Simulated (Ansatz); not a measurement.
Geometry relaxation of Pt16H (part 3 of 3)

Pt16H (slab, 17 atoms in the cell); DFT PBE+D3(BJ), scalar-relativistic, plane waves, PAW, no spin polarisation (Ansatz 0.2.0); cutoff 420 eV, 6×6×1 k-mesh, Gaussian smearing of 0.1 eV. The structure derives from an entry of the Crystallography Open Database. The input holds or restrains some coordinates. Forces given for the steps count only the free coordinates.

Geometry of the input (Å; fractional positions):
```
5.5559  0.0000  0.0000
-2.7779  4.8115  0.0000
0.0000  0.0000  25.8045
Pt 0.3333  0.1667  0.3294
Pt 0.3333  0.6667  0.3294
Pt 0.8333  0.1667  0.3294
Pt 0.8333  0.6667  0.3294
Pt 0.6667  0.3333  0.4173
Pt 0.6667  0.8333  0.4173
Pt 0.1667  0.3333  0.4173
Pt 0.1667  0.8333  0.4173
Pt -0.0000  0.5000  0.5046
Pt 0.0000  0.0000  0.5046
Pt 0.5000  0.5000  0.5046
Pt 0.5000  0.0000  0.5046
Pt 0.3333  0.6667  0.5935
Pt 0.3333  0.1667  0.5935
Pt 0.8333  0.6667  0.5935
Pt 0.8333  0.1667  0.5935
H  0.1667  0.3333  0.6121
```

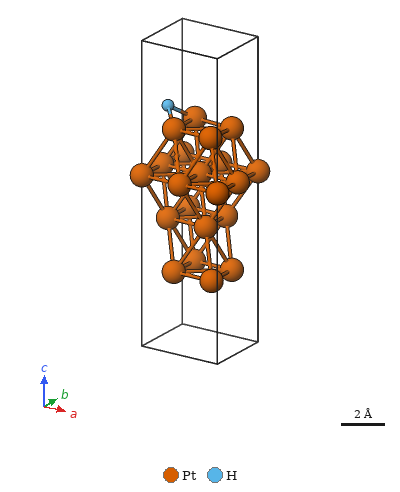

Figure 1. The geometry at step 3 of the log (ball-and-stick view of the cell of the calculation, with the vacuum cut short, seen slightly off an axis).

**Output, continued**
```
  k-point 2: bands = ["-93.9460", "-93.9039", "-93.8946", "-93.8911", "-93.8729", "-93.8634", "-93.8599", "-93.8376", "-93.5540", "-93.5433", "-93.5399", "-93.4456", "-93.4354", "-93.4315", "-93.4251", "-93.4166", "-48.3145", "-48.3012", "-48.2873", "-48.2655", "-48.2617", "-48.2529", "-48.2383", "-48.1615", "-48.1466", "-48.1411", "-48.1289", "-48.1117", "-48.1103", "-48.0853", "-48.0635", "-48.0557", "-48.0533", "-48.0385", "-48.0345", "-48.0239", "-48.0027", "-48.0008", "-47.9984", "-47.9881",
      "-47.9533", "-47.9452", "-47.9426", "-47.8860", "-47.8790", "-47.8567", "-47.8509", "-47.8433", "-47.7703", "-47.7223", "-47.7180", "-47.7105", "-47.6759", "-47.6576", "-47.6548", "-47.6109", "-47.5174", "-47.4979", "-47.4908", "-47.4490", "-47.4341", "-47.4293", "-47.4283", "-47.4080", "-4.1838", "-3.4228", "-2.5429", "-2.4039", "-1.8937", "-1.7004", "-1.6449", "-1.6319", "-1.5108", "-1.5050", "-1.4629", "-1.2538", "-1.1347", "-1.1044", "-1.0452", "-0.8795",
      "-0.8181", "-0.6931", "-0.5143", "-0.3618", "-0.1938", "-0.1768", "-0.0016", "0.1441", "0.1972", "0.2488", "0.3889", "0.4563", "0.6418", "0.7505", "0.8447", "0.9009", "1.0189", "1.0583", "1.0681", "1.1017", "1.1702", "1.2445", "1.2770", "1.2904", "1.4070", "1.4648", "1.5136", "1.5805", "1.5931", "1.6136", "1.8198", "1.9793", "2.1280", "2.1484", "2.2269", "2.3022", "2.3192", "2.3790", "2.4048", "2.4876",
      "2.5400", "2.5637", "2.6168", "2.7289", "3.0444", "3.1154", "3.1353", "3.2072", "3.3213", "3.3978", "3.4276", "3.4503", "3.5499", "3.5684", "3.6425", "3.7052", "3.8330", "3.9608", "4.0007", "4.1399", "4.1423", "4.1866", "4.2120", "4.5266", "4.5314", "4.5372", "4.6172", "4.8330", "4.8416", "5.2714", "5.7997", "6.4526", "6.4861", "6.7661", "6.9320", "7.4846", "7.7002", "7.9333", "7.9993", "9.6888",
      "9.9173", "10.3561", "10.4346", "10.5957", "10.6918", "10.6942", "11.2765", "11.4467", "11.5867", "11.8276", "12.1035", "12.4164", "12.5143", "12.7669"]
  k-point 6: bands = ["-93.9453", "-93.9000", "-93.8996", "-93.8907", "-93.8680", "-93.8671", "-93.8608", "-93.8379", "-93.5507", "-93.5463", "-93.5401", "-93.4396", "-93.4396", "-93.4330", "-93.4252", "-93.4168", "-48.2642", "-48.2542", "-48.2522", "-48.2259", "-48.2245", "-48.2213", "-48.1960", "-48.1916", "-48.1905", "-48.1688", "-48.1329", "-48.1301", "-48.1242", "-48.0920", "-48.0784", "-48.0512", "-48.0503", "-48.0441", "-48.0432", "-48.0292", "-48.0193", "-48.0004", "-47.9961", "-47.9912",
      "-47.9810", "-47.9758", "-47.8830", "-47.8586", "-47.8512", "-47.8408", "-47.8348", "-47.8241", "-47.7900", "-47.7856", "-47.7854", "-47.6967", "-47.6958", "-47.6643", "-47.6581", "-47.6579", "-47.5109", "-47.5032", "-47.4917", "-47.4401", "-47.4398", "-47.4304", "-47.4295", "-47.4082", "-3.0276", "-2.6361", "-2.6132", "-2.5156", "-1.7157", "-1.6762", "-1.4651", "-0.8937", "-0.8696", "-0.8191", "-0.8169", "-0.8012", "-0.6867", "-0.6855", "-0.6718", "-0.6043",
      "-0.3709", "-0.3624", "-0.3216", "-0.2686", "-0.2012", "-0.1478", "-0.0936", "-0.0536", "0.0130", "0.0308", "0.0811", "0.1423", "0.1584", "0.4119", "0.4188", "0.5343", "0.6561", "0.7473", "0.7901", "0.8017", "0.8140", "0.8293", "0.8584", "1.0451", "1.0863", "1.1222", "1.2508", "1.4376", "1.5832", "1.6362", "1.6699", "1.6709", "1.6872", "1.8032", "1.8100", "1.8372", "2.2658", "2.3069", "2.3091", "2.4305",
      "2.4416", "2.4738", "2.5402", "2.7812", "2.9087", "2.9126", "2.9139", "2.9445", "3.2656", "3.3627", "3.4126", "3.5842", "3.6085", "3.7174", "3.7216", "3.7865", "3.7931", "3.8249", "3.9486", "3.9700", "3.9789", "4.1093", "4.1238", "4.1245", "4.2172", "4.2398", "4.2664", "4.2697", "4.2874", "4.3394", "5.1573", "5.3056", "5.3134", "7.1385", "7.3321", "7.4173", "9.2972", "9.3167", "9.4314", "9.6222",
      "9.9613", "10.0621", "10.1063", "10.9438", "11.2444", "11.4762", "11.5940", "11.6102", "11.9616", "11.9711", "12.1848", "12.1957", "12.3553", "12.9146"]
--- Relaxed structure (5 steps of the walk, 5 accepted, 0 SCFs on fresh bases) ---
  F+E_penalty+E_count = -200389.20477770 eV   max|allowed force component| = 2.170e-2 eV/Å
  atoms:
    - { symbol: Pt, position: [0.3333333333333333, 0.16666666666666666, 0.329399325] }
    - { symbol: Pt, position: [0.3333333333333333, 0.6666666666666665, 0.329399325] }
    - { symbol: Pt, position: [0.8333333333333334, 0.16666666666666666, 0.329399325] }
    - { symbol: Pt, position: [0.8333333333333335, 0.6666666666666666, 0.329399325] }
    - { symbol: Pt, position: [0.6666666666666667, 0.3333333333333333, 0.41729786710000005] }
    - { symbol: Pt, position: [0.6666666666666667, 0.8333333333333333, 0.41729786710000005] }
    - { symbol: Pt, position: [0.16666666666666669, 0.33333333333333337, 0.41729786710000005] }
    - { symbol: Pt, position: [0.1666666666666667, 0.8333333333333333, 0.41729786710000005] }
    - { symbol: Pt, position: [0.00039576358195519967, 0.4996042364180449, 0.5048386153169908] }
    - { symbol: Pt, position: [0.000395763581955112, 0.0007915271639101802, 0.5048386153169908] }
    - { symbol: Pt, position: [0.4992084728360897, 0.4996042364180449, 0.5048386153169908] }
    - { symbol: Pt, position: [0.5, -2.597950915417881e-17, 0.5053253585190048] }
    - { symbol: Pt, position: [0.3365191416861453, 0.6730382833722904, 0.5953458068015667] }
    - { symbol: Pt, position: [0.3365191416861453, 0.16348085831385464, 0.5953458068015667] }
    - { symbol: Pt, position: [0.8333333333333335, 0.6666666666666666, 0.5930838392804233] }
    - { symbol: Pt, position: [0.8269617166277095, 0.16348085831385464, 0.5953458068015667] }
    - { symbol: H, position: [0.16666666666666669, 0.33333333333333337, 0.6293691051554003] }
```

**Trajectory as extended XYZ (Å, eV, eV/Å), 5 frames, from step=1 to step=5**
```
17
Lattice="5.5559 0.0000 0.0000 -2.7779 4.8115 0.0000 0.0000 0.0000 25.8045" Properties=species:S:1:pos:R:3:forces:R:3 step=1 energy=-200388.73030
Pt    1.3890    0.8019    8.5000   -0.0088   0.0051  -0.1957
Pt    0.0000    3.2077    8.5000    0.0000  -0.0102  -0.1957
Pt    4.1669    0.8019    8.5000    0.0088   0.0051  -0.1957
Pt    2.7779    3.2077    8.5000    0.0000   0.0000  -0.2352
Pt    2.7779    1.6038   10.7682    0.0000   0.0086   0.1309
Pt    1.3890    4.0096   10.7682    0.0074  -0.0043   0.1309
Pt    0.0000    1.6038   10.7682    0.0000   0.0000   0.1964
Pt   -1.3890    4.0096   10.7682   -0.0074  -0.0043   0.1309
Pt   -1.3890    2.4058   13.0210   -0.0601   0.0347  -0.1812
Pt    0.0000    0.0000   13.0210    0.0000  -0.0694  -0.1812
Pt    1.3890    2.4058   13.0210    0.0601   0.0347  -0.1812
Pt    2.7779    0.0000   13.0210    0.0000   0.0000  -0.0722
Pt    0.0000    3.2077   15.3151    0.0000   2.0560  -0.2355
Pt    1.3890    0.8019   15.3151    1.7806  -1.0280  -0.2355
Pt    2.7779    3.2077   15.3151    0.0000   0.0000  -0.0804
Pt    4.1669    0.8019   15.3151   -1.7806  -1.0280  -0.2355
H     0.0000    1.6038   15.7951    0.0000   0.0000   1.6364
17
Lattice="5.5559 0.0000 0.0000 -2.7779 4.8115 0.0000 0.0000 0.0000 25.8045" Properties=species:S:1:pos:R:3:forces:R:3 step=2 energy=-200389.07505
Pt    1.3890    0.8019    8.5000   -0.0184   0.0106  -0.1918
Pt    0.0000    3.2077    8.5000    0.0000  -0.0213  -0.1918
Pt    4.1669    0.8019    8.5000    0.0184   0.0106  -0.1918
Pt    2.7779    3.2077    8.5000    0.0000   0.0000  -0.2054
Pt    2.7779    1.6038   10.7682    0.0000  -0.0109   0.0123
Pt    1.3890    4.0096   10.7682   -0.0095   0.0055   0.0123
Pt    0.0000    1.6038   10.7682    0.0000   0.0000   0.1667
Pt   -1.3890    4.0096   10.7682    0.0095   0.0055   0.0123
Pt   -1.3913    2.4071   13.0113    0.1563  -0.0903   0.2540
Pt    0.0000   -0.0027   13.0113    0.0000   0.1805   0.2540
Pt    1.3913    2.4071   13.0113   -0.1563  -0.0903   0.2540
Pt    2.7779    0.0000   13.0101    0.0000   0.0000  -0.0342
Pt    0.0000    3.2872   15.3599    0.0000  -0.6355  -0.2160
Pt    1.4578    0.7622   15.3599   -0.5503   0.3177  -0.2160
Pt    2.7779    3.2077   15.3019    0.0000   0.0000  -0.0687
Pt    4.0980    0.7622   15.3599    0.5503   0.3177  -0.2160
H     0.0000    1.6038   15.9898    0.0000   0.0000   0.5653
17
Lattice="5.5559 0.0000 0.0000 -2.7779 4.8115 0.0000 0.0000 0.0000 25.8045" Properties=species:S:1:pos:R:3:forces:R:3 step=3 energy=-200389.19226
Pt    1.3890    0.8019    8.5000   -0.0190   0.0110  -0.1956
Pt    0.0000    3.2077    8.5000    0.0000  -0.0220  -0.1956
Pt    4.1669    0.8019    8.5000    0.0190   0.0110  -0.1956
Pt    2.7779    3.2077    8.5000    0.0000   0.0000  -0.2197
Pt    2.7779    1.6038   10.7682    0.0000   0.0351   0.1429
Pt    1.3890    4.0096   10.7682    0.0304  -0.0175   0.1429
Pt    0.0000    1.6038   10.7682    0.0000   0.0000   0.2695
Pt   -1.3890    4.0096   10.7682   -0.0304  -0.0175   0.1429
Pt   -1.3848    2.4034   13.0299    0.0002  -0.0001  -0.0015
Pt    0.0000    0.0048   13.0299    0.0000   0.0003  -0.0015
Pt    1.3848    2.4034   13.0299   -0.0002  -0.0001  -0.0015
Pt    2.7779    0.0000   13.0172    0.0000   0.0000   0.1036
Pt    0.0000    3.2579   15.3621    0.0000  -0.2936  -0.0317
Pt    1.4324    0.7768   15.3621   -0.2543   0.1468  -0.0317
Pt    2.7779    3.2077   15.3041    0.0000   0.0000   0.0055
Pt    4.1234    0.7768   15.3621    0.2543   0.1468  -0.0317
H     0.0000    1.6038   16.1846    0.0000   0.0000   0.0992
17
Lattice="5.5559 0.0000 0.0000 -2.7779 4.8115 0.0000 0.0000 0.0000 25.8045" Properties=species:S:1:pos:R:3:forces:R:3 step=4 energy=-200389.20458
Pt    1.3890    0.8019    8.5000   -0.0151   0.0087  -0.1870
Pt    0.0000    3.2077    8.5000    0.0000  -0.0175  -0.1870
Pt    4.1669    0.8019    8.5000    0.0151   0.0087  -0.1870
Pt    2.7779    3.2077    8.5000    0.0000   0.0000  -0.2495
Pt    2.7779    1.6038   10.7682    0.0000   0.0101   0.1803
Pt    1.3890    4.0096   10.7682    0.0087  -0.0050   0.1803
Pt    0.0000    1.6038   10.7682    0.0000   0.0000   0.2722
Pt   -1.3890    4.0096   10.7682   -0.0087  -0.0050   0.1803
Pt   -1.3854    2.4037   13.0288   -0.0031   0.0018  -0.0033
Pt    0.0000    0.0041   13.0288    0.0000  -0.0036  -0.0033
Pt    1.3854    2.4037   13.0288    0.0031   0.0018  -0.0033
Pt    2.7779    0.0000   13.0356    0.0000   0.0000   0.0574
Pt    0.0000    3.2376   15.3663    0.0000   0.0119  -0.0088
Pt    1.4149    0.7870   15.3663    0.0103  -0.0059  -0.0088
Pt    2.7779    3.2077   15.3060    0.0000   0.0000   0.0001
Pt    4.1410    0.7870   15.3663   -0.0103  -0.0059  -0.0088
H     0.0000    1.6038   16.2521    0.0000   0.0000  -0.0239
17
Lattice="5.5559 0.0000 0.0000 -2.7779 4.8115 0.0000 0.0000 0.0000 25.8045" Properties=species:S:1:pos:R:3:forces:R:3 step=5 energy=-200389.20478
Pt    1.3890    0.8019    8.5000   -0.0146   0.0084  -0.1863
Pt    0.0000    3.2077    8.5000    0.0000  -0.0168  -0.1863
Pt    4.1669    0.8019    8.5000    0.0146   0.0084  -0.1863
Pt    2.7779    3.2077    8.5000    0.0000   0.0000  -0.2542
Pt    2.7779    1.6038   10.7682    0.0000   0.0002   0.1825
Pt    1.3890    4.0096   10.7682    0.0001  -0.0001   0.1825
Pt    0.0000    1.6038   10.7682    0.0000   0.0000   0.2641
Pt   -1.3890    4.0096   10.7682   -0.0001  -0.0001   0.1825
Pt   -1.3857    2.4039   13.0271    0.0006  -0.0004  -0.0023
Pt    0.0000    0.0038   13.0271    0.0000   0.0007  -0.0023
Pt    1.3857    2.4039   13.0271   -0.0006  -0.0004  -0.0023
Pt    2.7779    0.0000   13.0397    0.0000   0.0000  -0.0217
Pt    0.0000    3.2384   15.3626    0.0000  -0.0007   0.0062
Pt    1.4155    0.7866   15.3626   -0.0006   0.0003   0.0062
Pt    2.7779    3.2077   15.3043    0.0000   0.0000   0.0020
Pt    4.1404    0.7866   15.3626    0.0006   0.0003   0.0062
H     0.0000    1.6038   16.2406    0.0000   0.0000   0.0096
```

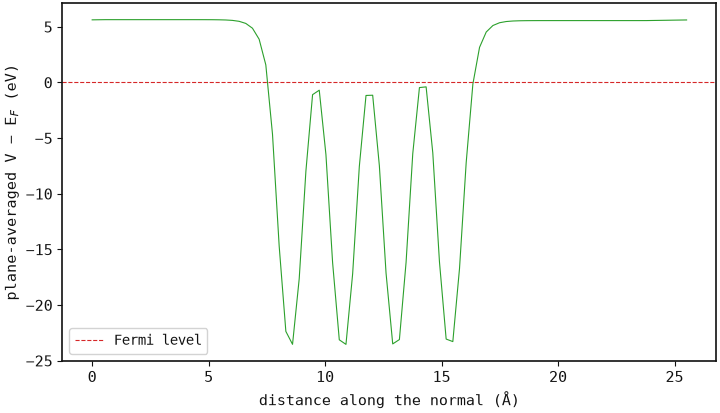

Figure 2. Plane average of the electrostatic potential energy of an electron across the cell, from the Fermi level. The vacuum level lies 5.55 eV above the Fermi level on the upper side and 5.64 eV on the lower.

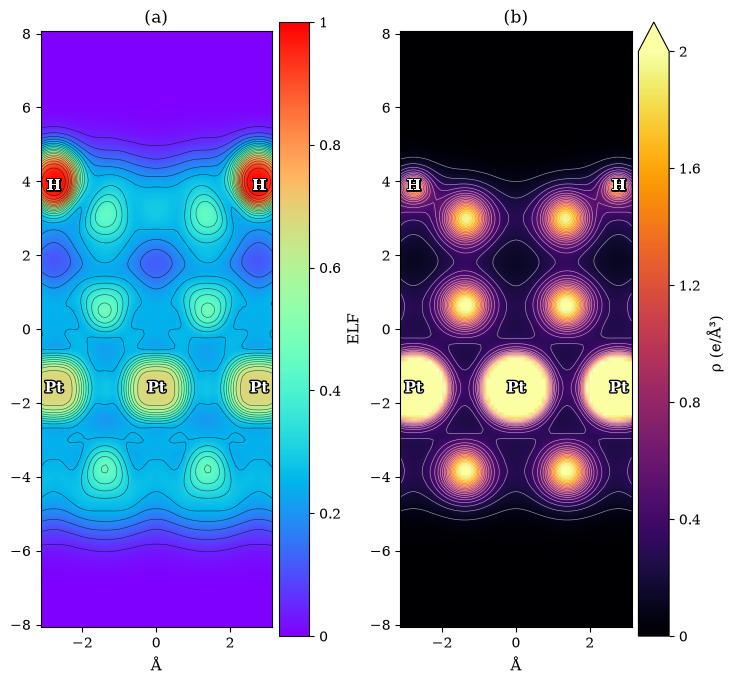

Figure 3. (a) ELF; (b) valence pseudo-density on the (11̄0) plane of the calculation cell, a cut from vacuum to vacuum. Pt–Pt (2.78 Å): ρ is about 0.37 e/Å³ halfway; the ELF is about 0.30 at the midpoint; no localised pair between them. The density dies away to nearly zero in the vacuum. The strong features right at Pt lie inside the PAW spheres (semicore, d or f shells) and say nothing about bonding. The fields are those of the smooth PAW valence density.

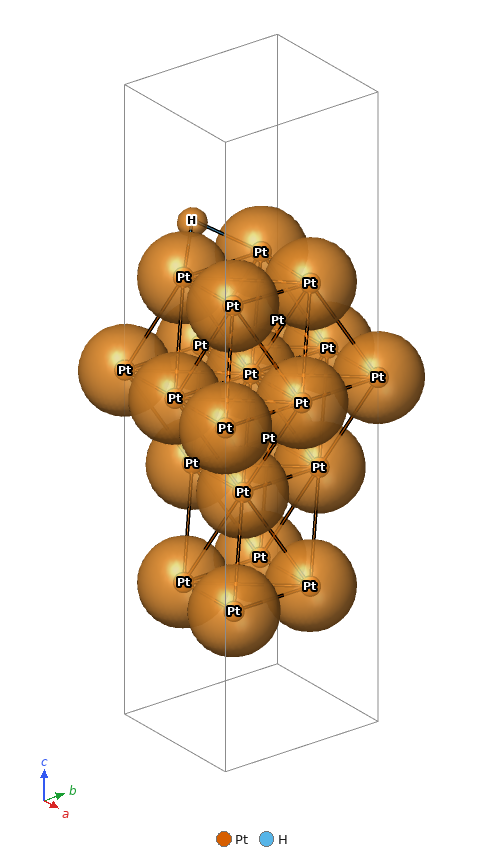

Figure 4. Isosurface of the valence pseudo-density at 0.8 e/Å³ (orange), seen slightly off an axis. Sticks mark near contacts. At this value the density breaks into separate islands; it holds about 75 % of the electrons treated as valence (semicore included). It is pinched off along the Pt–H (1.86 Å), Pt–Pt (2.72 Å), Pt–Pt (2.77 Å) and Pt–Pt (2.83 Å) contacts. On the grid the lowest density along these lines, outside the cores, is 0.58 e/Å³ (Pt–H, 1.86 Å), 0.42 e/Å³ (Pt–Pt, 2.72 Å), 0.38 e/Å³ (Pt–Pt, 2.77 Å) and 0.35 e/Å³ (Pt–Pt, 2.83 Å).
